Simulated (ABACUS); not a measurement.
**A series of single points on LiH**

System: LiH (Fm-3m, 2 atoms in the cell).
Method: Kohn-Sham DFT of a periodic cell, PBE, PseudoDojo NC SR 0.4.1 PBE standard, no spin polarisation (ABACUS 3.10.1).

The 7 runs differ only in the geometry, by an even scaling of the cell at fixed fractional positions. The structure derives from an entry of the Crystallography Open Database.

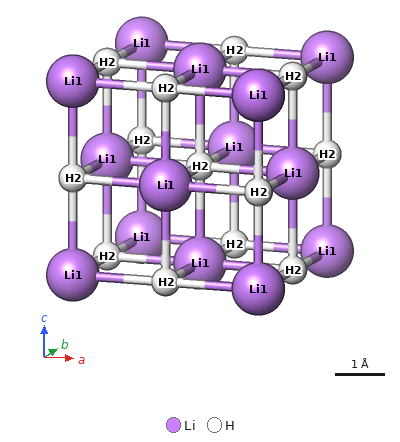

Figure 1. The structure of run 4 (ball-and-stick view of the cell 4 times as large as that of the calculation, set on its symmetry axes, seen slightly off an axis; atoms are numbered from 1 in the order of the input).

**Input of run 4**
```
INPUT_PARAMETERS
suffix              LiH
calculation         scf
basis_type          pw
pseudo_dir          ./
symmetry            1
dft_functional      pbe
ecutwfc             74
pseudo_rcut         10
nspin               1
nbands              6
ks_solver           dav
smearing_method     fd
smearing_sigma      0.00367493
scf_thr             1e-08
scf_nmax            100
mixing_type         broyden
mixing_beta         0.7
cal_force           1
cal_stress          1
kpar                4
```

**File STRU of run 4**
```
ATOMIC_SPECIES
Li 6.9400 Li.upf
H 1.0080 H.upf

LATTICE_CONSTANT
1.8897261246

LATTICE_VECTORS
0.0000000000 2.0367500000 2.0367500000
2.0367500000 0.0000000000 2.0367500000
2.0367500000 2.0367500000 0.0000000000

ATOMIC_POSITIONS
Direct

Li
0.0
1
0.0000000000 0.0000000000 0.0000000000 1 1 1

H
0.0
1
0.5000000000 0.5000000000 0.5000000000 1 1 1
```

**File KPT of run 4**
```
K_POINTS
0
Gamma
11 11 11 0 0 0
```

Command:
```bash
OMP_NUM_THREADS=1 mpirun -np 4 abacus > log
```

Lattice vectors (Å) and fractional positions of run 4:
```
   0.000000    2.036750    2.036750
   2.036750    0.000000    2.036750
   2.036750    2.036750    0.000000
Li  0.000000  0.000000  0.000000
H   0.500000  0.500000  0.500000
```

Run 5 differs from it as follows:
```diff
-0.0000000000 2.0367500000 2.0367500000
-2.0367500000 0.0000000000 2.0367500000
-2.0367500000 2.0367500000 0.0000000000
+0.0000000000 2.0502388037 2.0502388037
+2.0502388037 0.0000000000 2.0502388037
+2.0502388037 2.0502388037 0.0000000000
```

**Results, with one run withheld**

```csv
run,volume per atom (Å³),"free energy per atom, from the lowest run given (meV)",pressure (GPa),gap on the mesh (eV)
1,7.942,0.08,0.42,3.18
2,8.111,0.00,−0.34,3.19
3,8.280,0.70,−1.04,3.20
4,8.449,2.10,−1.68,3.21
5,8.618,?,?,?
6,8.787,6.80,−2.80,3.22
7,8.956,9.98,−3.29,3.23
```

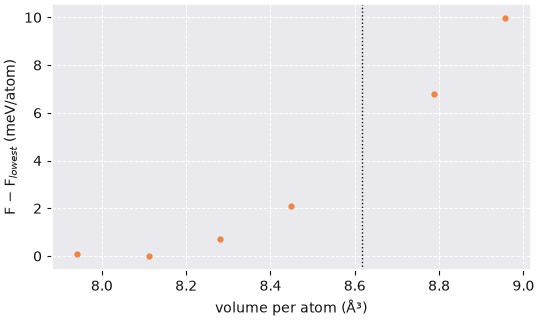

Figure 2. Free energy per atom of the runs given; the dotted line marks run 5.

What should run 5 give?

A cubic polynomial in V^(−2/3) (the Birch–Murnaghan form), fitted to the 6 runs given, misses them by under 0.01 meV per atom. With x = V^(−2/3) − 0.24184 Å⁻², it reads F = 1.703 − 487.97 x + 33986 x² − 42815 x³ (meV per atom). At run 5 it gives 4.16 meV per atom, and the run itself gives 4.15. The slope of the fit gives a pressure −dF/dV of −2.23 GPa there, and the run prints −2.27 GPa. The fit has its minimum at 8.042 Å³ per atom, where V d²F/dV² gives 36.3 GPa: the bulk modulus at this level, since symmetry fixes the shape and the positions. The gap on the mesh goes, without turning, from 3.18 eV in run 1 to 3.23 eV in run 7; run 5 has 3.22 eV. These are gaps of this functional on this mesh, which can miss the band edges; they aren't the measured gap.

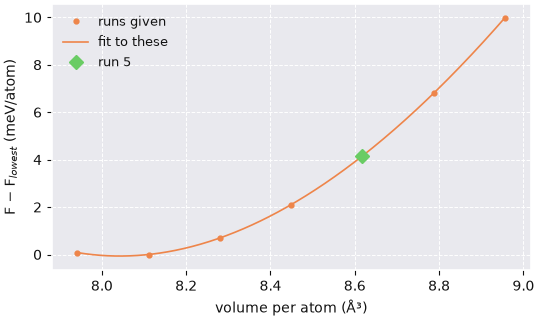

Figure 3. The fit and the withheld run.

**Some lines of the output (run 5)**
```
[...]
                          Volume (Bohr^3) = 116.316
                             Volume (A^3) = 17.2363
 E_Fermi        0.0744780256         1.0133255246
 E_Fermi        0.1276814213         1.7371948583
 E_Fermi        0.1244638168         1.6934171032
 E_Fermi        0.1242076165         1.6899313200
 E_KS(sigma->0) -15.6353807117       -212.7302680781
 E_Fermi        0.1242153188         1.6900361142
 final etot is -212.73026808 eV
 EFERMI = 1.6900361142 eV
 TOTAL-PRESSURE: -22.689310 KBAR
 !FINAL_ETOT_IS -212.7302680780824744 eV
```
